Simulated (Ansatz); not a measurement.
Consider ZnS (slab).

```cif
data_structure
_symmetry_space_group_name_H-M 'P 1'
_symmetry_Int_Tables_number 1
_cell_length_a 3.8483
_cell_length_b 5.4423
_cell_length_c 24.6207
_cell_angle_alpha 90.000
_cell_angle_beta 90.000
_cell_angle_gamma 90.000
_cell_volume 515.65
loop_
_atom_site_label
_atom_site_type_symbol
_atom_site_fract_x
_atom_site_fract_y
_atom_site_fract_z
_atom_site_occupancy
Zn1 Zn 0.50000 0.50000 0.30462 1
S1 S 0.00000 0.25000 0.30462 1
Zn2 Zn 0.00000 0.00000 0.38277 1
S2 S 0.50000 0.75000 0.38277 1
Zn3 Zn 0.50000 0.50000 0.46092 1
S3 S 0.00000 0.25000 0.46092 1
Zn4 Zn 0.00000 0.00000 0.53908 1
S4 S 0.50000 0.75000 0.53908 1
Zn5 Zn 0.50000 0.50000 0.61723 1
S5 S 0.00000 0.25000 0.61723 1
Zn6 Zn 0.00000 0.00000 0.69538 1
S6 S 0.50000 0.75000 0.69538 1
```

Not relaxed (largest force 1.6 eV/Å).

Level of theory: DFT PBE, scalar-relativistic, plane waves, PAW in Ansatz 0.2.0.

What can the converged valence pseudo-density and electron localisation function tell about the bonding?

Answer. Zn–S (2.36 Å): ρ at the midpoint is about 0.49 e/Å³; the ELF peaks at about 0.85 in the valence shell of S, 0.8 Å from its nucleus, and is about 0.55 at the midpoint.

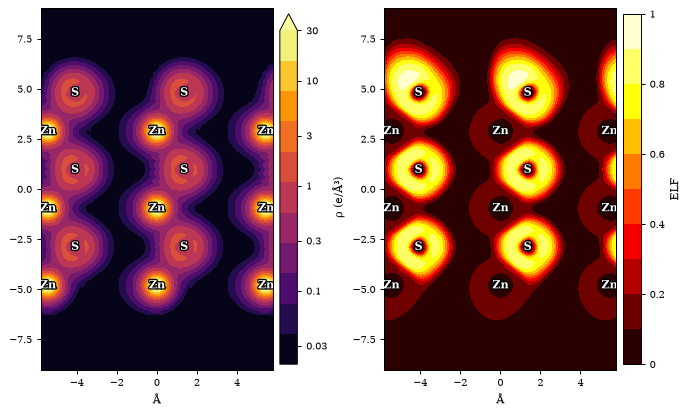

Computed valence pseudo-density and electron localisation function on the (100) plane of the calculation cell, a cut from vacuum to vacuum, in this order. 

The density is the valence pseudo-density of a PAW calculation; it isn't the true density close to the nuclei.
